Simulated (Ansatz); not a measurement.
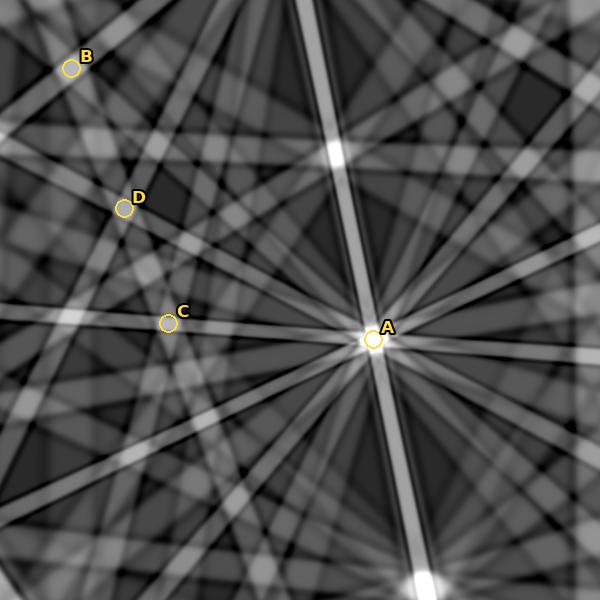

Simulated Kikuchi (electron backscatter) pattern at 30 kV: kinematic bands of width 2θ(Bragg) in gnomonic projection, seen from the camera side; the frame spans ±37° from its centre. Crystal: Mo, space group Fddd (No. 70), a = 2.66 Å, b = 5.44 Å, c = 8.96 Å. Structure: the geometry relaxed with DFT, revPBE, plane waves (420 eV) with PAW, scalar-relativistic (Ansatz); the starting structure was generated, so it need not be a known form of this composition.

```tsv
atom	site	symmetry	x	y	z
Mo	8b	222	0.7500	0.7500	0.7500
```

Pole A is [110] and pole B is [-231].

Index the poles C and D.

C is [231], 28.6° from A and 31.9° from B. D is [031], 38.0° from A and 16.0° from B.

Which band joins A and C, and how wide is it?

It comes from the planes common to both zones. The strongest order is 1 -1 1 with d = 2.311 Å, so the band is 2θ = 1.7° wide (λ = 0.0698 Å).
